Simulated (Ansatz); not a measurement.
System: Bi, space group Fd-3m (No. 227) (one of a set of cubic test structures, which need not be the stable phase).

Calculation (Ansatz 0.2.0 development build): equation of state of a cubic crystal from periodic Kohn-Sham density functional theory without spin, third-order Birch-Murnaghan fit to the free energies; pressure corrected for the finite basis. Level: r2SCAN, no spin-orbit coupling.

structure type diamond; atoms in cell 2; space group number 227; lattice centring face-centred primitive; k mesh 8×8×8; occupation method Fermi–Dirac; occupation width 0.1 eV; wave cutoff 500 eV; datasets soft-1 PAW; density tolerance 1e−07 eV; bands 19; density cutoff ratio 4; search for lower states default.

What does the calculation give for the energy above the lowest point and pressure against volume? The volume takes the values 44.66, 46.12, 47.57, 49.03, 50.49 Å³/atom.

A third-order Birch–Murnaghan fit gives V0 = 47.43 Å³/atom, B0 = 31.8 GPa and B′ = 4.3. The energy above the lowest point is 17.9 meV/atom at volume 44.66 Å³/atom and 17.4 meV/atom at 50.49 Å³/atom; the lowest computed point is at volume 47.57 Å³/atom (0.0 meV/atom), and no other minimum shows. The pressure falls from 2.181 GPa at volume 44.66 Å³/atom to −1.730 GPa at 50.49 Å³/atom, and changes sign near 47.4 Å³/atom.

```tsv
volume (Å³/atom)	energy above the lowest point (meV/atom)	pressure (GPa)
44.66	17.9	2.181
46.12	3.8	0.950
47.57	0.0	-0.090
49.03	5.0	-0.980
50.49	17.4	-1.730
```

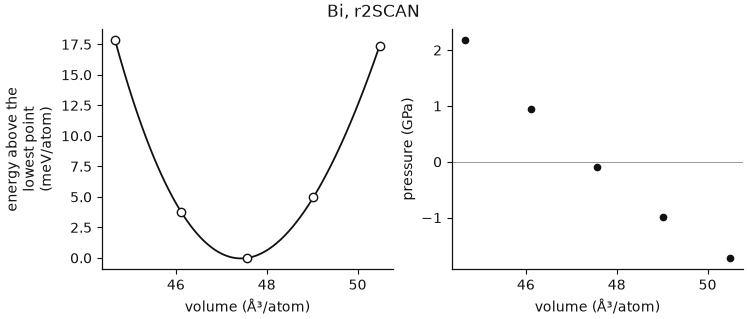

Limits of the calculation: cubic model structure, not the ambient form; no spin-orbit coupling with 6p elements.
